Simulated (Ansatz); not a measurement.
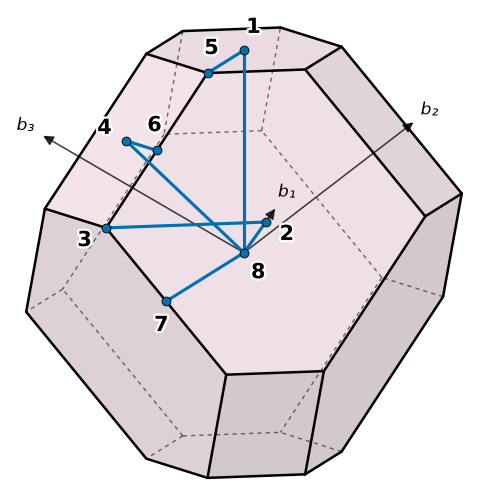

For Si, the geometry relaxed with Ansatz 0.2.0, DFT PBE, scalar-relativistic, plane waves, PAW; the starting structure was generated, so it need not be a known form of this composition: the first Brillouin zone of a rhombohedral lattice (hR; extended symbol hR1) is drawn with its special points numbered. The drawing is computed from the coordinates (standard cell, symmetry found to 0.002 Å).

a = 6.518 Å, b = 6.518 Å, c = 12.164 Å, α = 90.00°, β = 90.00°, γ = 120.00°.

Labels and path follow the convention of Hinuma et al. (2017), as computed by seekpath; the arrows show the directions of the reciprocal primitive vectors b₁, b₂, b₃, in which coordinates are given.

Which special point is each number?

Answer.
```csv
no.,label,coordinates
1,T,"(1/2, 1/2, 1/2)"
2,L,"(1/2, 0, 0)"
3,H₀,"(1/2, −0.310, 0.310)"
4,F,"(1/2, 0, 1/2)"
5,H₂,"(0.690, 0.310, 1/2)"
6,S₂,"(0.595, 0, 0.405)"
7,S₀,"(0.405, −0.405, 0)"
8,Γ,"(0, 0, 0)"
```
